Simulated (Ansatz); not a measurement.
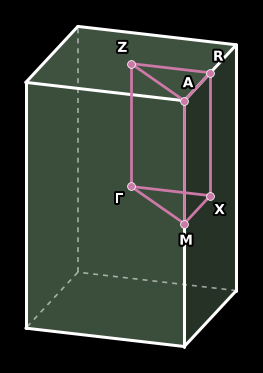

For SiO2, the geometry relaxed with DFT PBE, scalar-relativistic, plane waves, PAW in Ansatz: the figure shows the first Brillouin zone with its special points and a band path. Geometry calculated from the standardised cell; symmetry tolerance 0.002 Å.

Labels and path follow the convention of Hinuma et al. (2017), as computed by seekpath.

Which Bravais lattice has this zone?

Answer. A primitive tetragonal lattice (tP; extended symbol tP1). The zone is a parallelepiped in its combinatorial type: 6 faces (6 with 4 edges), 12 edges, 8 vertices.

Write the standard path through the labelled points.

Answer. Γ–X–M–Γ–Z–R–A–Z | X–R | M–A
